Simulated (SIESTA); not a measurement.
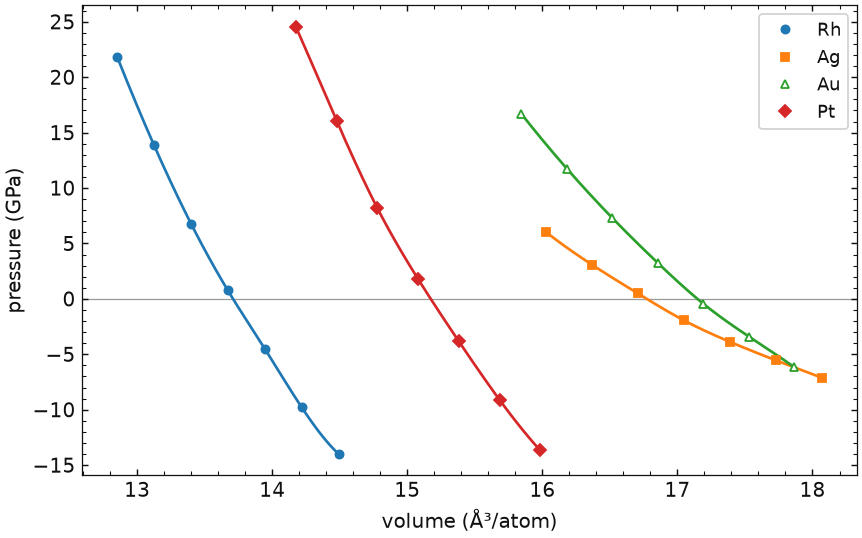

The plot gives the computed pressure against volume, with one curve for each element, for Ag, Au, Pt and Rh (all in space group Fm-3m (No. 225)).

Computed with SIESTA 5.4.2: DFT in numerical atomic orbitals with pseudopotentials, no spin polarisation; energies at scaled volumes of the given cell, shape and fractions fixed, counted from the fit's minimum, third-order Birch-Murnaghan fit. Level: PBEsol.

occupations Fermi–Dirac; smearing width 0.05 eV.

Settings that differ: Rh: k mesh 12×12×12, potentials PseudoDojo-0.4-standard,-converted-to PSML,-two-zetas-on-semicore-shells; Ag: k mesh 11×11×11, potentials PseudoDojo-0.4-standard, converted-to-PSML; Au: k mesh 11×11×11, potentials PseudoDojo-0.4-standard,-converted-to PSML,-two-zetas-on-semicore-shells; Pt: k mesh 12×12×12, potentials PseudoDojo-0.4-standard,-converted-to PSML,-two-zetas-on-semicore-shells.

**Order the curves by fitted equilibrium volume, smallest first.**

Rh 13.706, Pt 15.167, Ag 16.755, Au 17.159 Å³/atom.

**Order the curves by fitted bulk modulus, smallest first.**

Ag 119.7, Au 171.0, Rh 287.8, Pt 299.3 GPa.

**For Rh: read off the course of the pressure.**

It falls from 21.86 GPa at volume 12.85 Å³/atom to −14.00 GPa at 14.49 Å³/atom, and changes sign near 13.71 Å³/atom.

Limits of the calculation: mulliken charges of long orbitals; short basis over semicore shells (Ag, Au, Pt); spin-orbit coupling left out, heavy elements (Au, Pt).
